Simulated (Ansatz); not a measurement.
Ag

Input file:

```
crystal:
  lattice:
    - [2.9052090038, 0.0, 0.0]
    - [-1.4526045019, 2.5159848006, 0.0]
    - [0.0, 0.0, 9.4669946005]
  atoms:
    - { symbol: Ag, position: [0.4101164543, 0.7228758124, 0.2288739713] }
    - { symbol: Ag, position: [0.6666666667, 0.3333333333, 0.75] }
    - { symbol: Ag, position: [0.0, 0.0, 0.0] }
    - { symbol: Ag, position: [0.0, 0.0, 0.5] }
basis:
  ecutwfc: 500
kpoints:
  mp_grid: { grid: [18, 18, 6] }
hamiltonian:
  xc: r2scan
scf:
  occupations: { method: gaussian, width: 0.15 }
output:
  forces: true
  stress: true
  eigenvalues: true
  write_density: true
  write_potential: true
  elf: true
  volumetric_format: npy
```

Launched as:

```sh
ansatz run input.yaml --threads 2 --pin off --max-ram 5120MiB --backend cpu --events-out ev --progress --plain --runs-dir out
```

Below, planes, directions and counts refer to the conventional cell (a = 2.91 Å, b = 2.91 Å, c = 9.47 Å, α = 90.00°, β = 90.00°, γ = 120.00°).

Space group P1; changed on purpose from its base cell (atom 1 (Ag) moved by (+0.200, -0.200) A along [1 1 0] and z); not relaxed (largest force 1.3 eV/Å).

Level of theory: Ansatz, DFT r2SCAN, scalar-relativistic, plane waves, PAW.

> What will maps of the valence pseudo-density and electron localisation function show?

Ag–Ag (2.91 Å): the density is about 0.2 e/Å³ at the midpoint; the ELF is about 0.15 at the midpoint: no shared electron pair shows on this line.

> Metal or insulator at this level of theory?

It is metallic or semimetallic at this level of theory: no gap opens.

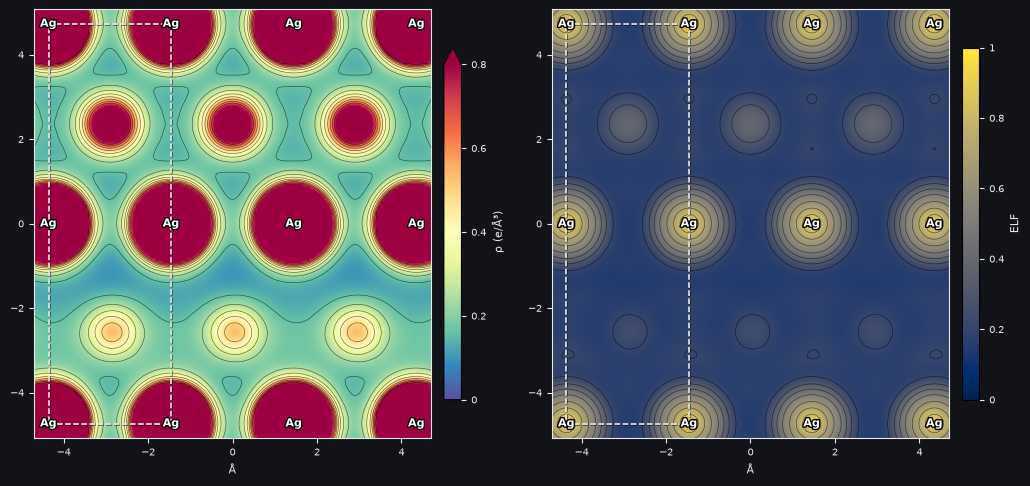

Computed valence pseudo-density and electron localisation function on the (100) plane of the conventional cell, in this order. Atoms just off the plane (Ag, 0.8 Å away) can leave unmarked features too.
